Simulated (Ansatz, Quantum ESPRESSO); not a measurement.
# Evanescent states of TlBr, caesium chloride type, lattice constant set to 3.999 Å, part 2 of 3

How good a tunnel barrier is TlBr, caesium chloride type, lattice constant set to 3.999 Å?

Quantum ESPRESSO 7.5; plane-wave DFT, LDA, GBRV ultrasoft pseudopotentials; cross-check by Ansatz 0.2.0 with PAW datasets.

So far. Step 2 (SCF with pw.x): The run needed 10 iterations to bring the estimated error under 1e-09 Ry.

### 3. Complex band structure

Level of this step: complex band structure by pwcond; plane-wave DFT, LDA, GBRV ultrasoft pseudopotentials (Quantum ESPRESSO).

ikind = 0 solves one period of the crystal for all kz, real and complex, at each energy and k across. ewind and epsproj trim the two-dimensional plane-wave basis; nz1 sets the subslabs.

Input file cbs.in:

```
&inputcond
  outdir = './out'
  prefixl = 'scf'
  band_file = 'cbs'
  ikind = 0
  ewind = 4.0
  epsproj = 1e-05
  nz1 = 7
  energy0 = 7.44
  denergy = -0.24
/
4
  0.00000000 0.00000000 1.00000000
  0.50000000 0.00000000 1.00000000
  0.50000000 0.50000000 1.00000000
  0.25000000 0.00000000 1.00000000
40
```

Launch:

```bash
OMP_NUM_THREADS=1 mpirun -n 2 pwcond.x -in cbs.in > cbs.out
```

The program printed:

```text
[banner, memory and clock lines left out]
Program PWCOND v.7.5 starts

          URL

     ./out/scf.save/

     IMPORTANT: XC functional enforced from input :
     Exchange-correlation= PZ
                           (   1   1   0   0   0   0   0)
     Any further DFT definition will be discarded
     Please, verify this is what you really want

     Check: negative core charge=   -0.000006

     negative rho (up, down):  4.998E-02 0.000E+00
     Reading collected, re-writing distributed wavefunctions

===== INPUT FILE containing the left lead =====

     GEOMETRY:

     lattice parameter (alat)  =       7.5570  a.u.
     the volume                =     431.5696 (a.u.)^3
     the cross section         =      57.1085 (a.u.)^2
     l of the unit cell        =       1.0000 (alat)
     number of atoms/cell      =            2
     number of atomic types    =            2

     crystal axes: (cart. coord. in units of alat)
               a(1) = (  1.0000  0.0000  0.0000 )
               a(2) = (  0.0000  1.0000  0.0000 )
               a(3) = (  0.0000  0.0000  1.0000 )

   Cartesian axes

     site n.     atom                  positions (alat units)
          1        Tl     tau(  1)=(  0.0000  0.0000  1.0000  )
          2        Br     tau(  2)=(  0.5000  0.5000  0.5000  )

     nr1s                      =           32
     nr2s                      =           32
     nr3s                      =           32
     nr1sx                     =           32
     nr2sx                     =           32
     nr3sx                     =           32
     nr1                       =           36
     nr2                       =           36
     nr3                       =           36
     nr1x                      =           36
     nr2x                      =           36
     nr3x                      =           36

 _______________________________
  Radii of nonlocal spheres:

     type       ibeta     ang. mom.          radius (alat units)
       Tl         1         0                    0.3113
       Tl         2         0                    0.3113
       Tl         3         1                    0.3113
       Tl         4         1                    0.3113
       Tl         5         2                    0.3113
       Tl         6         2                    0.3113
       Br         1         0                    0.2662
       Br         2         0                    0.2662
       Br         3         1                    0.2662
       Br         4         1                    0.2662
       Br         5         2                    0.2662
       Br         6         2                    0.2662
----- General information -----

----- Complex band structure calculation -----

     nrx                       =           32
     nry                       =           32
     nz1                       =            7

     energy0               =         7.4E+00
     denergy               =        -2.4E-01
     nenergy               =         40
     ecut2d                =         4.0E+01
     ewind                 =         4.0E+00
     epsproj               =         1.0E-05

     number of k_|| points=    4
                       cryst. coord.
        k(    1) = (   0.0000000   0.0000000), wk =   0.2500000
        k(    2) = (   0.5000000   0.0000000), wk =   0.2500000
        k(    3) = (   0.5000000   0.5000000), wk =   0.2500000
        k(    4) = (   0.2500000   0.0000000), wk =   0.2500000
----- Information about left lead -----

     nocros                   =           18
     noins                    =           18
     norb                     =           54
     norbf                    =           54
     nrz                      =           32

      iorb      type   ibeta   ang. mom.   m       position (alat)
        1        1       1        0        1   taunew(   1)=(  0.0000  0.0000  0.0000)
        2        1       2        0        1   taunew(   2)=(  0.0000  0.0000  0.0000)
        3        1       3        1        1   taunew(   3)=(  0.0000  0.0000  0.0000)
        4        1       3        1        2   taunew(   4)=(  0.0000  0.0000  0.0000)
        5        1       3        1        3   taunew(   5)=(  0.0000  0.0000  0.0000)
        6        1       4        1        1   taunew(   6)=(  0.0000  0.0000  0.0000)
        7        1       4        1        2   taunew(   7)=(  0.0000  0.0000  0.0000)
        8        1       4        1        3   taunew(   8)=(  0.0000  0.0000  0.0000)
        9        1       5        2        1   taunew(   9)=(  0.0000  0.0000  0.0000)
       10        1       5        2        2   taunew(  10)=(  0.0000  0.0000  0.0000)
       11        1       5        2        3   taunew(  11)=(  0.0000  0.0000  0.0000)
       12        1       5        2        4   taunew(  12)=(  0.0000  0.0000  0.0000)
       13        1       5        2        5   taunew(  13)=(  0.0000  0.0000  0.0000)
       14        1       6        2        1   taunew(  14)=(  0.0000  0.0000  0.0000)
       15        1       6        2        2   taunew(  15)=(  0.0000  0.0000  0.0000)
       16        1       6        2        3   taunew(  16)=(  0.0000  0.0000  0.0000)
       17        1       6        2        4   taunew(  17)=(  0.0000  0.0000  0.0000)
       18        1       6        2        5   taunew(  18)=(  0.0000  0.0000  0.0000)
       19        2       1        0        1   taunew(  19)=(  0.5000  0.5000  0.5000)
       20        2       2        0        1   taunew(  20)=(  0.5000  0.5000  0.5000)
       21        2       3        1        1   taunew(  21)=(  0.5000  0.5000  0.5000)
       22        2       3        1        2   taunew(  22)=(  0.5000  0.5000  0.5000)
       23        2       3        1        3   taunew(  23)=(  0.5000  0.5000  0.5000)
       24        2       4        1        1   taunew(  24)=(  0.5000  0.5000  0.5000)
       25        2       4        1        2   taunew(  25)=(  0.5000  0.5000  0.5000)
       26        2       4        1        3   taunew(  26)=(  0.5000  0.5000  0.5000)
       27        2       5        2        1   taunew(  27)=(  0.5000  0.5000  0.5000)
       28        2       5        2        2   taunew(  28)=(  0.5000  0.5000  0.5000)
       29        2       5        2        3   taunew(  29)=(  0.5000  0.5000  0.5000)
       30        2       5        2        4   taunew(  30)=(  0.5000  0.5000  0.5000)
       31        2       5        2        5   taunew(  31)=(  0.5000  0.5000  0.5000)
       32        2       6        2        1   taunew(  32)=(  0.5000  0.5000  0.5000)
       33        2       6        2        2   taunew(  33)=(  0.5000  0.5000  0.5000)
       34        2       6        2        3   taunew(  34)=(  0.5000  0.5000  0.5000)
       35        2       6        2        4   taunew(  35)=(  0.5000  0.5000  0.5000)
       36        2       6        2        5   taunew(  36)=(  0.5000  0.5000  0.5000)
       37        1       1        0        1   taunew(  37)=(  0.0000  0.0000  1.0000)
       38        1       2        0        1   taunew(  38)=(  0.0000  0.0000  1.0000)
       39        1       3        1        1   taunew(  39)=(  0.0000  0.0000  1.0000)
       40        1       3        1        2   taunew(  40)=(  0.0000  0.0000  1.0000)
       41        1       3        1        3   taunew(  41)=(  0.0000  0.0000  1.0000)
       42        1       4        1        1   taunew(  42)=(  0.0000  0.0000  1.0000)
       43        1       4        1        2   taunew(  43)=(  0.0000  0.0000  1.0000)
       44        1       4        1        3   taunew(  44)=(  0.0000  0.0000  1.0000)
       45        1       5        2        1   taunew(  45)=(  0.0000  0.0000  1.0000)
       46        1       5        2        2   taunew(  46)=(  0.0000  0.0000  1.0000)
       47        1       5        2        3   taunew(  47)=(  0.0000  0.0000  1.0000)
       48        1       5        2        4   taunew(  48)=(  0.0000  0.0000  1.0000)
       49        1       5        2        5   taunew(  49)=(  0.0000  0.0000  1.0000)
       50        1       6        2        1   taunew(  50)=(  0.0000  0.0000  1.0000)
       51        1       6        2        2   taunew(  51)=(  0.0000  0.0000  1.0000)
       52        1       6        2        3   taunew(  52)=(  0.0000  0.0000  1.0000)
       53        1       6        2        4   taunew(  53)=(  0.0000  0.0000  1.0000)
       54        1       6        2        5   taunew(  54)=(  0.0000  0.0000  1.0000)
    k slab    z(k)  z(k+1)     crossing(iorb=1,norb)
    1   0.0000 0.0312 0.0312   111111111111111111000000000000000000000000000000000000
    2   0.0312 0.0625 0.0312   111111111111111111000000000000000000000000000000000000
    3   0.0625 0.0938 0.0312   111111111111111111000000000000000000000000000000000000
    4   0.0938 0.1250 0.0312   111111111111111111000000000000000000000000000000000000
    5   0.1250 0.1562 0.0312   111111111111111111000000000000000000000000000000000000
    6   0.1562 0.1875 0.0312   111111111111111111000000000000000000000000000000000000
    7   0.1875 0.2188 0.0312   111111111111111111000000000000000000000000000000000000
    8   0.2188 0.2500 0.0312   111111111111111111111111111111111111000000000000000000
    9   0.2500 0.2812 0.0312   111111111111111111111111111111111111000000000000000000
   10   0.2812 0.3125 0.0312   111111111111111111111111111111111111000000000000000000
   11   0.3125 0.3438 0.0312   000000000000000000111111111111111111000000000000000000
   12   0.3438 0.3750 0.0312   000000000000000000111111111111111111000000000000000000
   13   0.3750 0.4062 0.0312   000000000000000000111111111111111111000000000000000000
   14   0.4062 0.4375 0.0312   000000000000000000111111111111111111000000000000000000
   15   0.4375 0.4688 0.0312   000000000000000000111111111111111111000000000000000000
   16   0.4688 0.5000 0.0312   000000000000000000111111111111111111000000000000000000
   17   0.5000 0.5312 0.0312   000000000000000000111111111111111111000000000000000000
   18   0.5312 0.5625 0.0312   000000000000000000111111111111111111000000000000000000
   19   0.5625 0.5938 0.0312   000000000000000000111111111111111111000000000000000000
   20   0.5938 0.6250 0.0312   000000000000000000111111111111111111000000000000000000
   21   0.6250 0.6562 0.0312   000000000000000000111111111111111111000000000000000000
   22   0.6562 0.6875 0.0312   000000000000000000111111111111111111000000000000000000
   23   0.6875 0.7188 0.0312   000000000000000000111111111111111111111111111111111111
   24   0.7188 0.7500 0.0312   000000000000000000111111111111111111111111111111111111
   25   0.7500 0.7812 0.0312   000000000000000000111111111111111111111111111111111111
   26   0.7812 0.8125 0.0312   000000000000000000000000000000000000111111111111111111
   27   0.8125 0.8438 0.0312   000000000000000000000000000000000000111111111111111111
   28   0.8438 0.8750 0.0312   000000000000000000000000000000000000111111111111111111
   29   0.8750 0.9062 0.0312   000000000000000000000000000000000000111111111111111111
   30   0.9062 0.9375 0.0312   000000000000000000000000000000000000111111111111111111
   31   0.9375 0.9688 0.0312   000000000000000000000000000000000000111111111111111111
   32   0.9688 1.0000 0.0312   000000000000000000000000000000000000111111111111111111
 ngper, shell number =          177          27
 ngper, n2d =          177          98
---  E-Ef =    7.4400000  k =    0.0000000   0.0000000
---  ie =          1  ik =          1
 Nchannels of the left tip =            2
 Right moving states:
   k1(2pi/a)   k2(2pi/a)   E-Ef (eV)
   0.0582546   0.0000000   7.4400000
   0.2915140  -0.0000000   7.4400000
 Left moving states:
   k1(2pi/a)   k2(2pi/a)   E-Ef (eV)
  -0.0582545   0.0000000   7.4400000
  -0.2915140   0.0000000   7.4400000

---  E-Ef =    7.2000000  k =    0.0000000   0.0000000
---  ie =          2  ik =          1
 Nchannels of the left tip =            2
 Right moving states:
   k1(2pi/a)   k2(2pi/a)   E-Ef (eV)
   0.0256562   0.0000000   7.2000000
   0.2074655  -0.0000000   7.2000000
 Left moving states:
   k1(2pi/a)   k2(2pi/a)   E-Ef (eV)
  -0.0256560   0.0000000   7.2000000
  -0.2074655   0.0000000   7.2000000
[... further energies and points left out ...]
---  E-Ef =   -1.6800000  k =    0.2500000   0.0000000
---  ie =         39  ik =          4
 Nchannels of the left tip =            1
 Right moving states:
   k1(2pi/a)   k2(2pi/a)   E-Ef (eV)
  -0.1402770  -0.0000000  -1.6800000
 Left moving states:
   k1(2pi/a)   k2(2pi/a)   E-Ef (eV)
   0.1402769  -0.0000000  -1.6800000

---  E-Ef =   -1.9200000  k =    0.2500000   0.0000000
---  ie =         40  ik =          4
 Nchannels of the left tip =            1
 Right moving states:
   k1(2pi/a)   k2(2pi/a)   E-Ef (eV)
  -0.1937414  -0.0000000  -1.9200000
 Left moving states:
   k1(2pi/a)   k2(2pi/a)   E-Ef (eV)
   0.1937413  -0.0000000  -1.9200000

Note: The following floating-point exceptions are signalling: IEEE_UNDERFLOW_FLAG
Note: The following floating-point exceptions are signalling: IEEE_UNDERFLOW_FLAG
```

Run time: 2.4 min. Hardware: 2 MPI ranks of Arm Neoverse N1, shared host; peak memory 0.15 GiB.

Read from the output:

| Item | Value |
| --- | --- |
| peak of the smallest κ at the zone centre | 0.146 Å⁻¹ |
| energy of the peak at the zone centre | 0.72 eV |
| peak of the smallest κ at (1/2, 0) | 0.184 Å⁻¹ |
| peak of the smallest κ at (1/2, 1/2) | 0.306 Å⁻¹ |
| peak of the smallest κ at (1/4, 0) | 0.377 Å⁻¹ |

K across = (0, 0) in the cell's reciprocal vectors; values within 0.0025 1/Å of each other count once, columns are sorted by size at each energy, a dash where no further value was kept. Im kz of the slowest decaying states against energy, zero at the highest filled level of the SCF mesh:

```tsv
energy (eV)	decay 1 (Å⁻¹)	decay 2 (Å⁻¹)	decay 3 (Å⁻¹)
-0.96	0.458	1.46	1.47
0.00	0.008	0.444	0.522
0.96	0.142	0.534	0.549
1.92	0.527	0.568	1.30
2.88	0.505	0.543	1.24
4.08	0.454	0.46	1.04
5.04	0.307	0.408	0.841
6.00	0.337	0.593	0.998
6.96	0.009	0.246	0.901
```

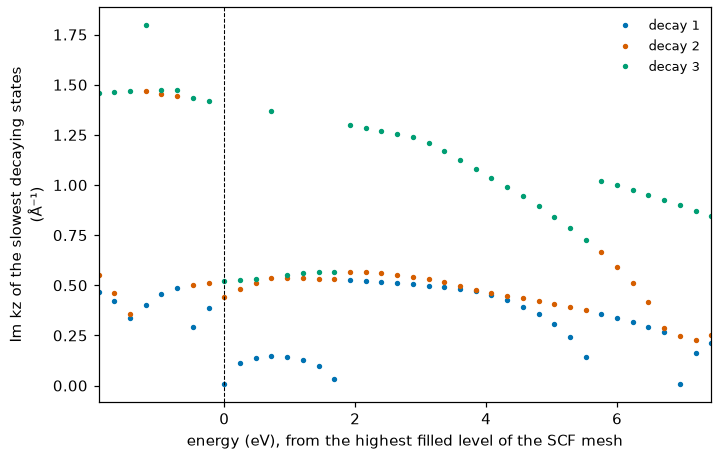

Im kz of the slowest decaying states, plotted against energy.

K across = (0, 0) in the cell's reciprocal vectors. Re kz of states that move upwards against energy, zero at the highest filled level of the SCF mesh:

```tsv
energy (eV)	channel 1 (Å⁻¹)	channel 2 (Å⁻¹)	channel 3 (Å⁻¹)
-1.92	-	-	-
-1.20	0.0916	0.0916	0.101
-0.48	0.562	-	-
0.00	-	-	-
0.24	-	-	-
0.96	-	-	-
1.68	-	-	-
2.40	-0.597	-	-
3.12	-0.494	-	-
3.84	-0.403	-	-
4.56	-0.319	-	-
5.28	-0.235	-	-
6.00	-0.518	-0.518	-0.148
6.72	-0.250	-0.250	-0.0461
7.44	0.0915	0.458	-
```

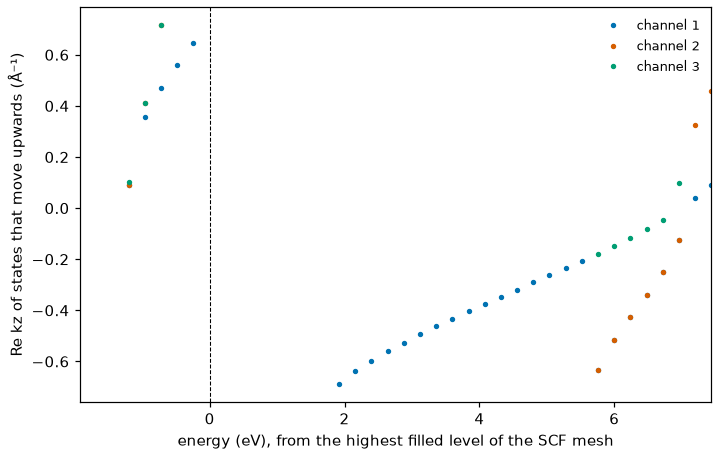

Re kz of states that move upwards, plotted against energy.

K across = (1/2, 0) in the cell's reciprocal vectors; values within 0.0025 1/Å of each other count once, columns are sorted by size at each energy, a dash where no further value was kept. Im kz of the slowest decaying states against energy, zero at the highest filled level of the SCF mesh:

```tsv
energy (eV)	decay 1 (Å⁻¹)	decay 2 (Å⁻¹)	decay 3 (Å⁻¹)
-1.92	1.12	1.12	1.16
-1.20	0.863	1.07	1.09
-0.48	0.111	0.526	1.02
0.00	0.169	0.799	0.986
0.24	0.171	0.18	0.853
0.96	0.169	0.336	0.906
1.68	0.038	0.449	0.842
2.40	0.588	0.775	0.804
3.12	0.701	0.708	0.72
3.84	0.59	0.618	0.643
4.56	0.411	0.488	0.579
5.28	0.166	0.287	0.514
6.00	0.176	0.206	0.444
6.72	0.189	0.247	0.361
7.44	0.083	0.137	0.242
```

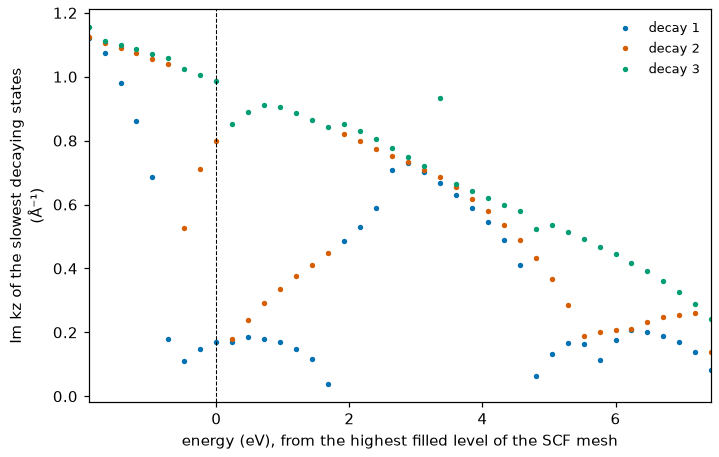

Im kz of the slowest decaying states, plotted against energy.

K across = (1/2, 1/2) in the cell's reciprocal vectors; values within 0.0025 1/Å of each other count once, columns are sorted by size at each energy, a dash where no further value was kept. The Im kz of the slowest decaying states by energy, zero at the highest filled level of the SCF mesh:

```tsv
energy (eV)	decay 1 (Å⁻¹)	decay 2 (Å⁻¹)	decay 3 (Å⁻¹)
-1.92	0.156	0.309	1.59
-1.44	0.229	0.335	1.57
-0.72	0.319	0.34	1.54
-0.24	0.233	0.328	0.334
0.00	0.285	0.318	0.333
0.24	0.306	0.321	0.327
0.72	0.272	0.302	0.37
1.44	0.193	0.223	0.411
1.92	0.088	0.105	0.424
2.40	0.431	1.40	1.56
3.12	0.428	1.36	1.54
3.60	0.42	1.33	1.52
4.08	0.408	1.30	1.51
4.80	0.07	0.379	1.26
5.28	0.19	0.354	1.23
5.76	0.245	0.322	1.19
6.24	0.279	0.282	1.16
6.96	0.196	0.306	1.10
7.44	0.063	0.089	0.313
```

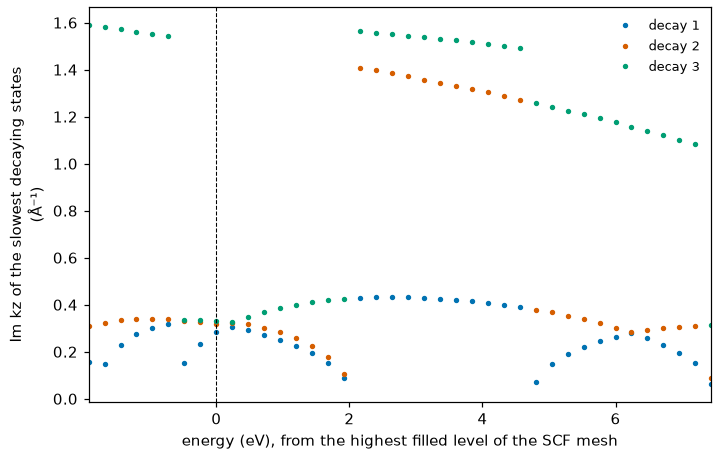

Im kz of the slowest decaying states, plotted against energy.

K across = (1/4, 0) in the cell's reciprocal vectors; values within 0.0025 1/Å of each other count once, columns are sorted by size at each energy, a dash where no further value was kept. Im kz of the slowest decaying states against energy, zero at the highest filled level of the SCF mesh:

```tsv
energy (eV)	decay 1 (Å⁻¹)	decay 2 (Å⁻¹)	decay 3 (Å⁻¹)
-1.92	0.1	0.712	1.05
-1.20	0.075	0.403	0.973
-0.48	0.342	0.881	1.33
0.00	0.198	0.543	0.811
0.24	0.256	0.593	0.774
0.96	0.352	0.664	0.675
1.68	0.377	0.578	0.706
2.40	0.342	0.514	0.71
3.12	0.2	0.447	0.694
3.84	0.312	0.318	0.661
4.56	0.27	0.288	0.609
5.28	0.321	0.527	0.675
6.00	0.347	0.437	0.517
6.72	0.091	0.415	0.465
7.44	0.328	0.444	0.489
```

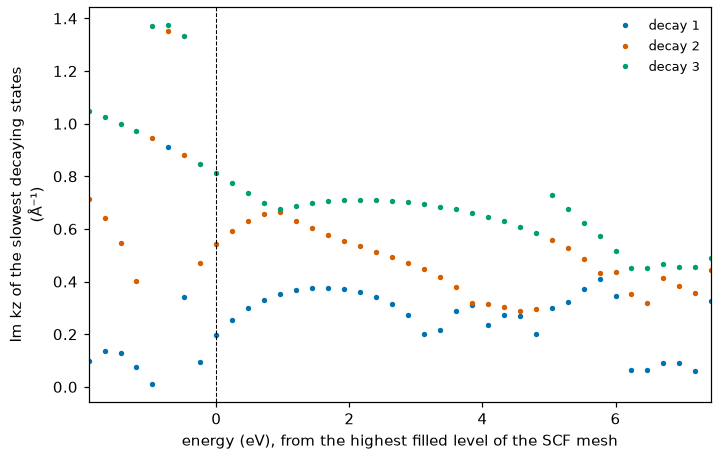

Im kz of the slowest decaying states against energy.

The program's own clock; routines nest. Time by routine:

```tsv
routine	wall time (s)	calls
PWCOND	143.3	1
scatter_forw	92.21	160
compbs	49	160
compbs_2	45.77	160
local	1.49	4
init	0.59	1
poten	0.01	1
```

(Continued in part 3 of 3.)

[Logs are printed without paths, hosts, clocks, repeated set-up lines and the standing remarks that a program may print on its own settings, such as how far it seeks lower states.]

[Hosts, paths, dates, database ids (printed as entryN), source tags and the programs' standing remarks are cut or masked in the printed files.]

[Maps of the electrostatic potential energy from Ansatz leave out the sawtooth potential of an applied field or a dipole correction, so their vacuum need not be flat; planar profiles and work functions include it.]
